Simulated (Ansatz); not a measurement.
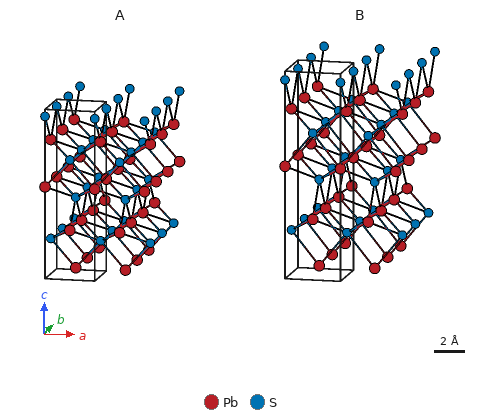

Two geometries of solid PbS (a generated structure, set up in I4_1md) (coarse preliminary run), drawn at one scale. One is the start of a relaxation, the other its converged end. The picture is a ball-and-stick view of the conventional cell (2 times the calculation's cell), repeated 2 × 3 × 1 with one cell outlined, seen slightly off an axis. Lengths and directions refer to the drawn axes.

Method: Ansatz, DFT PBE, scalar-relativistic, plane waves, PAW. (plane-wave cutoff 420 eV; k-point mesh 8 × 8 × 8; occupations gaussian; smearing width 0.1 eV; no spin polarisation; cell and atoms relaxed; force threshold 0.04 eV/Å; at most 70 steps)

Q: Which one is relaxed?

A: Structure B is the relaxed one. No atom moves by more than 0.005 Å relative to the cell. The volume changes by +52.3 %, with a = b 3.482 → 3.882 Å (+11.5 %), c 11.783 → 14.436 Å (+22.5 %). Near-neighbour distances that change, for instance: Pb–S 2.619 → 3.085 Å, Pb–S 2.654 → 3.000 Å. Among the angles between lasting bonds that change: S–Pb–S 83.3° → 78.0°, Pb–S–Pb 83.3° → 78.0°, S–Pb–S 136.2° → 132.4°. The space group stays I4_1md (No. 109). After 7 accepted moves (9 points after the start) the energy has fallen by 1009 meV per atom. Largest force component: 0.29 eV/Å at the start, 0.00085 eV/Å at the end. The pressure goes from 48.83 to 0.02 GPa. At 2 points the geometry stayed and the basis and grid were re-selected for the new cell (energy shift of 10.6 meV per atom at most each time).
